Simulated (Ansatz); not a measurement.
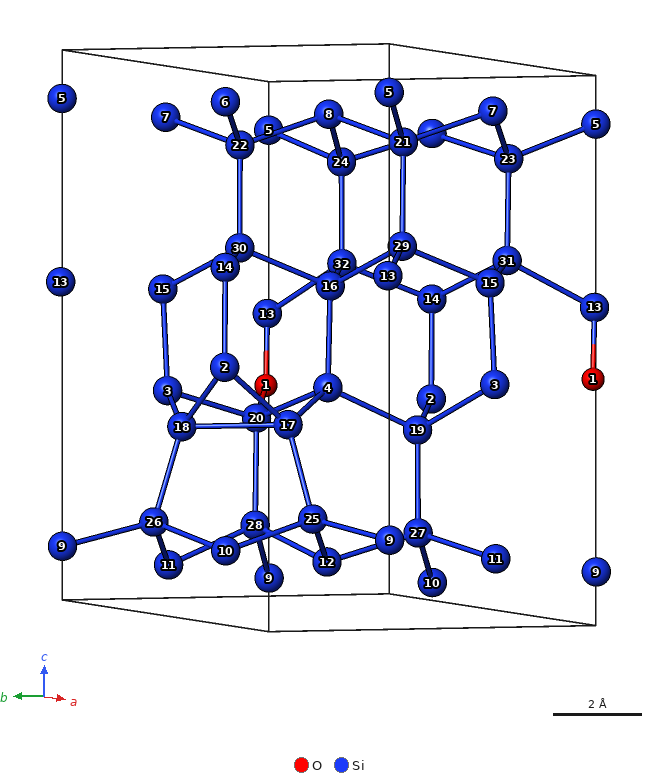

**Figure 1.** The input geometry (ball-and-stick view of the cell of the calculation, seen at an oblique angle; atoms are numbered from 1 in the order of the input). An atom can appear more than once, as a periodic image. Near neighbours in the periodic cell (some may lie outside the picture): O has 2 Si at 1.70 to 1.71 Å; Si has 4 Si at 2.31 to 2.51 Å; Si has 1 O at 1.70 to 1.71 Å and 3 Si at 2.34 to 2.51 Å.

Single-point calculation of Si$_{31}$O (charge +1) (part 1 of 2)

The run: single-point calculation of Si$_{31}$O (defect cell, 32 atoms in the cell, total charge +1). Method and program: DFT PBE, scalar-relativistic, plane waves, PAW, spin-polarised (Ansatz 0.2.0).

The structure derives from an entry of the Crystallography Open Database. Figures and captions count atoms from 1; the log counts them from 0 in places.

### Input
```yaml
crystal:
  lattice:
    - [7.5896, 0.0, 0.0]
    - [-3.7948, 6.572786, 0.0]
    - [0.0, 0.0, 12.7099]
  atoms:
    - { symbol: O, position: [-0.065718979, -0.0328784719, 0.4436380671], spin: 0.2 }
    - { symbol: Si, position: [-0.0234950381, 0.4882447636, 0.4160543186] }
    - { symbol: Si, position: [0.5118768224, 0.0009248654, 0.410124274] }
    - { symbol: Si, position: [0.5118582575, 0.510910932, 0.4101303646] }
    - { symbol: Si, position: [-0.0005909491, -0.0002709963, 0.9117405557] }
    - { symbol: Si, position: [-0.0057803778, 0.4971133711, 0.8998860206] }
    - { symbol: Si, position: [0.5005831922, -0.0005812741, 0.9065010896] }
    - { symbol: Si, position: [0.5005842233, 0.5011708054, 0.9064848471] }
    - { symbol: Si, position: [0.0089126301, 0.0044641463, 0.09812136] }
    - { symbol: Si, position: [0.000722148, 0.5003770292, 0.0838262058] }
    - { symbol: Si, position: [0.5136060166, -0.0010948955, 0.0933460234] }
    - { symbol: Si, position: [0.5136058209, 0.514708235, 0.093343496] }
    - { symbol: Si, position: [-0.0325890188, -0.0163282085, 0.5763380398], spin: 0.2 }
    - { symbol: Si, position: [-0.0108270192, 0.4945614181, 0.5983242012] }
    - { symbol: Si, position: [0.4846028628, -0.0017827282, 0.5931537408] }
    - { symbol: Si, position: [0.4845665773, 0.486366813, 0.5931568272] }
    - { symbol: Si, position: [0.2163188989, 0.4459879983, 0.3249829282], spin: 0.2 }
    - { symbol: Si, position: [0.2162328853, 0.7704396814, 0.3250061963], spin: 0.2 }
    - { symbol: Si, position: [0.6564310236, 0.328205956, 0.3393082137] }
    - { symbol: Si, position: [0.7162378619, 0.8580890117, 0.3703676115], spin: 0.2 }
    - { symbol: Si, position: [0.3273697505, 0.163675387, 0.841875943] }
    - { symbol: Si, position: [0.3317350722, 0.6658803526, 0.8424460931] }
    - { symbol: Si, position: [0.8320151825, 0.1605027865, 0.840677276] }
    - { symbol: Si, position: [0.8320421732, 0.6715505977, 0.8406828203] }
    - { symbol: Si, position: [0.176401911, 0.3453974236, 0.1499735461] }
    - { symbol: Si, position: [0.1764164913, 0.8310298543, 0.1499722003] }
    - { symbol: Si, position: [0.6697357029, 0.3348681893, 0.1530546816] }
    - { symbol: Si, position: [0.6847957913, 0.8424105503, 0.1738925939] }
    - { symbol: Si, position: [0.3015210739, 0.1507484689, 0.6511578735] }
    - { symbol: Si, position: [0.3272147074, 0.6636191027, 0.6553286422] }
    - { symbol: Si, position: [0.8190991618, 0.1570215303, 0.6550094516] }
    - { symbol: Si, position: [0.819077308, 0.6620085347, 0.6549989059] }
magnetization:
  spin_polarized: true
total_charge: 1
basis:
  ecutwfc: 420
  fft_grid_basis: typed
kpoints:
  mp_grid: { grid: [3, 3, 1] }
hamiltonian:
  xc: pbe
  pseudopotentials: { kind: paw }
scf:
  occupations: { method: gaussian, width: 0.05 }
output:
  forces: true
  stress: false
  eigenvalues: true
  bader: true
  write_density: true
  volumetric_format: npy
  populations: true
```

Machine: 4 threads of Arm Neoverse V2, 24 GiB of memory available, shared host.

Launch command:
```bash
ansatz run input.yaml --threads 4 --pin off --max-ram 10240MiB --backend cpu --events-out ev --progress --plain --runs-dir out
```

### Output
```
Engine: ansatz 0.2.0, aarch64-unknown-linux-gnu
Pseudopotentials: kind: paw
Pseudopotential: O, paw, valence charge 6, recommended cutoff 420 eV (normal), O.paw.azcp
Pseudopotential: Si, paw, valence charge 4, recommended cutoff 420 eV (normal), Si.paw.azcp
Functional definition: PBE
  parameter kappa = 0.804
  parameter beta = 0.06672455060314922
  exchange = pbe_x(kappa = kappa, mu = beta*pi^2/3)
  correlation = pbe_c(beta = beta)
Crystal: 32 atoms, lattice volume = 634.031 Å³
Basis set: ecut = 420 eV, 12427 PW (Γ), exchange–correlation on 108×108×180 points (8 copies of the dense FFT grid, shifted against one another)
Bands: 97, of which v1, the nominal top of the filled ones, is band 65 counted from 1 (64 counted from 0)
Symmetry: 1 space group operations
Space group: P1 (ITA 1), of the structure as read, at distance tolerance 8.6e-5 Å
Magnetic group: BNS 1.1 (UNI 1), of the structure as read, at distance tolerance 8.6e-5 Å
k-points: 5 of 9 (time reversal used)
Non-local potential: O, projectors of the file, l = 0: 2, l = 1: 2, l = 2: 1
Non-local potential: Si, projectors of the file, l = 0: 2, l = 1: 2, l = 2: 2
PAW form: soft (Blöchl's): semilocal exchange-correlation on the pseudo side does not see the compensation charge
PAW one-centre angular grid: O, 110 points (default); XC on 64 Gauss nodes
PAW one-centre angular grid: Si, 110 points (default); XC on 64 Gauss nodes
Initial density: superposition of atomic densities (chi_scale 0.1, normalization cell, long waves kept (reshape's long-wave potential 0.96 eV rms))
Starting moments: Σ|m| = 1 μB on 5 of 32 sites
Initial wavefunctions: pseudopotential atomic-orbital guess
Functional: x = pbe(κ = 0.804, μ = 0.2195149727645171), c = pbe(β = 0.06672455060314922)
SCF iter   1: F=—  HF=-20293.003350 eV  |F-HF|=—  |Δ(HF+E_count)|=         —  Δρ=4.09e-2 (↑4.09e-2 ↓4.05e-2)  dr2=1.23e2  dr2_m=2.49e-2  M=0.377 μB ∫|m|=0.467 μB  β_m=0.30  ethr=3.10e-3  ⟨swp⟩=6.8  Hψ=4916  notcnv=0  defer=30
preconditioner: auto → Kerker (q_TF=auto, 2.092 Å⁻¹)  [metal: Δε(μ)=0.021 eV  Ē_g=8.041 eV  σ=0.050 eV  W_gap=0.24  n_scr=98 (ndim 8)  ℏωp=16.7 eV  f_vac=0.000  D(μ)=14.23/eV (n_scr^D=98)]
spin=Collinear: Kerker preconditioning applied to the charge; magnetization (m = ρ↑ − ρ↓) channel mixes plain (no charge-response kernel on spin).
SCF iter   2: F=—  HF=-20287.230119 eV  |F-HF|=—  |Δ(HF+E_count)|=    5.77e0  Δρ=2.31e-2 (↑2.18e-2 ↓2.31e-2)  dr2=2.64e1  dr2_m=3.08e-2  M=0.283 μB ∫|m|=0.321 μB  β_m=0.30  ethr=3.10e-3  ⟨swp⟩=3.9  Hψ=2358  notcnv=0  defer=240
SCF iter   3: F=—  HF=-20284.983862 eV  |F-HF|=—  |Δ(HF+E_count)|=    2.25e0  Δρ=1.43e-2 (↑1.43e-2 ↓1.42e-2)  dr2=1.70e1  dr2_m=1.46e-2  M=0.223 μB ∫|m|=0.258 μB  β_m=0.30  ethr=3.10e-3  ⟨swp⟩=2.0  Hψ=1764  notcnv=0  defer=252
SCF iter   4: F=—  HF=-20282.559808 eV  |F-HF|=—  |Δ(HF+E_count)|=    2.42e0  Δρ=9.95e-3 (↑9.95e-3 ↓8.34e-3)  dr2=4.90e0  dr2_m=8.14e-3  M=0.199 μB ∫|m|=0.224 μB  β_m=0.30  ethr=3.10e-3  ⟨swp⟩=3.6  Hψ=1552  notcnv=0  defer=268
SCF iter   5: F=—  HF=-20282.096316 eV  |F-HF|=—  |Δ(HF+E_count)|=   4.63e-1  Δρ=5.05e-3 (↑5.05e-3 ↓4.12e-3)  dr2=1.61e0  dr2_m=6.38e-3  M=0.180 μB ∫|m|=0.202 μB  β_m=0.30  ethr=3.10e-3  ⟨swp⟩=3.2  Hψ=1228  notcnv=0  defer=252
SCF iter   6: F=—  HF=-20281.969518 eV  |F-HF|=—  |Δ(HF+E_count)|=   1.27e-1  Δρ=3.16e-3 (↑2.29e-3 ↓3.16e-3)  dr2=3.54e-1  dr2_m=4.69e-3  M=0.108 μB ∫|m|=0.135 μB  β_m=0.30  ethr=1.25e-3  ⟨swp⟩=3.0  Hψ=1547  notcnv=0  defer=252
SCF iter   7: F=—  HF=-20281.944695 eV  |F-HF|=—  |Δ(HF+E_count)|=   2.48e-2  Δρ=1.41e-3 (↑1.41e-3 ↓8.56e-4)  dr2=7.15e-2  dr2_m=2.72e-3  M=0.084 μB ∫|m|=0.109 μB  β_m=0.30  ethr=2.74e-4  ⟨swp⟩=2.7  Hψ=1769  notcnv=0  defer=252
SCF iter   8: F=—  HF=-20281.946158 eV  |F-HF|=—  |Δ(HF+E_count)|=   1.46e-3  Δρ=1.30e-3 (↑1.30e-3 ↓6.74e-4)  dr2=4.19e-2  dr2_m=1.56e-3  M=0.070 μB ∫|m|=0.092 μB  β_m=0.30  ethr=5.54e-5  ⟨swp⟩=1.0  Hψ=718  notcnv=0  defer=252
SCF iter   9: F=—  HF=-20281.949647 eV  |F-HF|=—  |Δ(HF+E_count)|=   3.49e-3  Δρ=5.45e-4 (↑5.45e-4 ↓4.22e-4)  dr2=3.62e-3  dr2_m=9.37e-4  M=0.058 μB ∫|m|=0.076 μB  β_m=0.30  ethr=3.24e-5  ⟨swp⟩=2.1  Hψ=1374  notcnv=0  defer=252
Mixer restart at iter 9: flushing history
spin-set hold released at iteration 9 (site moments contracting): the magnetisation degrees of freedom join the quasi-Newton model from the next iteration; the mixer history was flushed
SCF iter  10: F=—  HF=-20281.949777 eV  |F-HF|=—  |Δ(HF+E_count)|=   1.30e-4  Δρ=3.83e-4 (↑3.83e-4 ↓3.50e-4)  dr2=2.39e-3  dr2_m=5.45e-4  M=0.050 μB ∫|m|=0.065 μB  β_m=0.65  ethr=2.81e-6  ⟨swp⟩=1.1  Hψ=720  notcnv=0  defer=252
SCF iter  11: F=—  HF=-20281.950674 eV  |F-HF|=—  |Δ(HF+E_count)|=   8.97e-4  Δρ=1.31e-4 (↑1.31e-4 ↓7.29e-5)  dr2=6.84e-4  dr2_m=1.48e-5  M=0.021 μB ∫|m|=0.026 μB  β_m=0.65  ethr=1.85e-6  ⟨swp⟩=2.0  Hψ=1239  notcnv=0  defer=252
SCF iter  12: F=—  HF=-20281.950775 eV  |F-HF|=—  |Δ(HF+E_count)|=   1.02e-4  Δρ=4.82e-5 (↑4.27e-5 ↓4.82e-5)  dr2=2.61e-4  dr2_m=2.12e-6  M=0.012 μB ∫|m|=0.015 μB  β_m=0.82  ethr=5.30e-7  ⟨swp⟩=2.0  Hψ=1168  notcnv=0  defer=252
SCF iter  13: F=—  HF=-20281.950799 eV  |F-HF|=—  |Δ(HF+E_count)|=   2.37e-5  Δρ=2.00e-5 (↑1.78e-5 ↓2.00e-5)  dr2=2.87e-5  dr2_m=1.14e-6  M=0.000 μB ∫|m|=0.002 μB  β_m=0.91  ethr=2.02e-7  ⟨swp⟩=2.0  Hψ=1266  notcnv=0  defer=252
SCF iter  14: F=—  HF=-20281.950876 eV  |F-HF|=—  |Δ(HF+E_count)|=   7.70e-5  Δρ=9.03e-6 (↑9.03e-6 ↓6.63e-6)  dr2=3.69e-6  dr2_m=1.69e-7  M=-0.002 μB ∫|m|=0.002 μB  β_m=0.96  ethr=2.22e-8  ⟨swp⟩=2.0  Hψ=1328  notcnv=0  defer=252
SCF iter  15: F=—  HF=-20281.950878 eV  |F-HF|=—  |Δ(HF+E_count)|=   1.74e-6  Δρ=2.85e-6 (↑2.85e-6 ↓2.02e-6)  dr2=3.65e-7  dr2_m=9.94e-9  M=-0.001 μB ∫|m|=0.001 μB  β_m=0.98  ethr=2.86e-9  ⟨swp⟩=2.0  Hψ=1237  notcnv=0  defer=252
SCF iter  16: F=—  HF=-20281.950878 eV  |F-HF|=—  |Δ(HF+E_count)|=   1.84e-7  Δρ=6.49e-7 (↑5.50e-7 ↓6.49e-7)  dr2=1.07e-8  dr2_m=1.17e-9  M=-0.000 μB ∫|m|=0.000 μB  β_m=0.99  ethr=7.75e-11  ⟨swp⟩=16.8  Hψ=6782  notcnv=0
SCF iter  17: F=-20281.950878 eV  HF=-20281.950878 eV  |F-HF|=3.35e-10  |Δ(HF+E_count)|=   6.69e-9  Δρ=2.03e-7 (↑1.75e-7 ↓2.03e-7)  dr2=1.25e-9  dr2_m=1.11e-10  M=-0.000 μB ∫|m|=0.000 μB  ethr=8.28e-12  ⟨swp⟩=3.0  Hψ=2231  notcnv=0
SCF 1 converged in 17 iterations: F = -20281.950878 eV  dr2 = 1.25e-9
  greatest PAW one-centre occupation: 0.863 electrons in one spin orbital (limit 2), on the O atom at site 0 (counted from 0), in its partial waves of l = 0
```

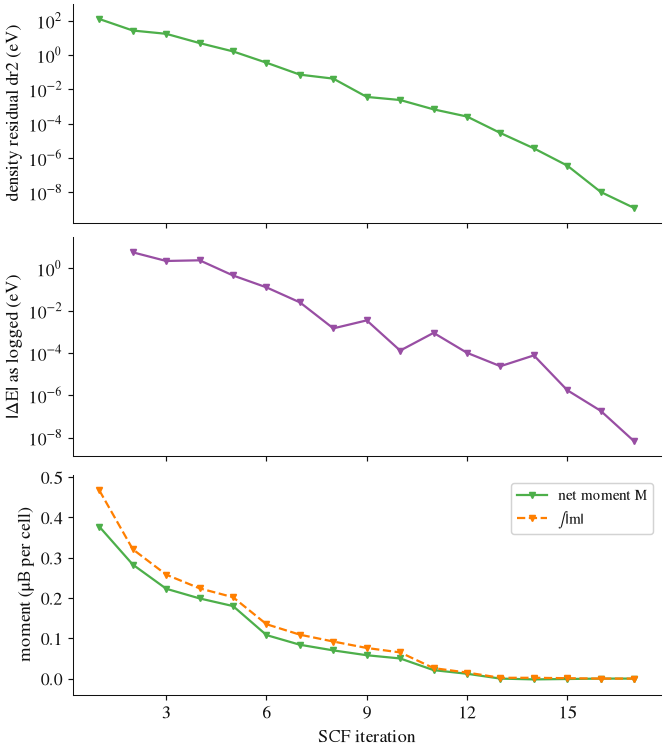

**Figure 2.** Convergence of the self-consistent field: density residual dr2, size of the energy change and magnetic moment against the SCF iteration. The residual falls at every step. The net moment goes from 0.4 to 0.0 μB per cell, and ∫|m| falls to zero.

```
WARN: the starting moments were not kept: the SCF closed with an absolute magnetisation of 1.1e-4 μB, where they sum to 1 μB in size (5 sites). That is at most 0.1 of that sum. Measured as dr2_m measures the in/out step, that magnetisation stands 1.4e-10 eV from none, at or under the dr2_threshold of 1.0e-7 eV: it is no larger than a step whose dr2_m would equal this threshold. The system may hold no moment; this SCF shows only that its start led to no more than that. To try another start: raise the starting moments (crystal.atoms[].spin, magnetization.per_species, magnetization.initial_magnetization, or on a non-collinear deck that types none of these the spinor_matrix: blocks that start its atoms; where the total moment is fixed, keep their sum and leave initial_magnetization as it is; typed ones take the place of any that the run laid by itself, positive ones on a crystal's lanthanoids without a Hubbard term where scf.initial_density.shell_occupations: [] is typed) or, if the notice of its spin-set hold's release reads "site moments contracting" or "site moments show no strong build", lengthen the hold (scf.mixing.spin_hold: { on: { confirm: 4 } }; for m-r²SCAN on two components see the key's manual first). Each may lead to a state that holds a moment. A second SCF, from the converged charge density, with the starting moments and any scf.initial_density.shell_occupations laid on it anew, would have followed, and was not run: the deck does not ask for one (magnetization.retry_lost_moments is false, the default). To let it run, set magnetization.retry_lost_moments: true and run the deck again, where that key's refused combinations let it; where memory then withholds it, that run's warning says so.
SCF converged after 17 iterations
Magnetization: -0.0001 μB (64.5000 up, 64.5000 down)
Absolute magnetization: 0.0001 μB (∫|ρ↑−ρ↓|, with the PAW one-centre terms)
Spin contamination: 0.0000 ħ² per cell (⟨S²⟩ above its minimum at these occupations)
```
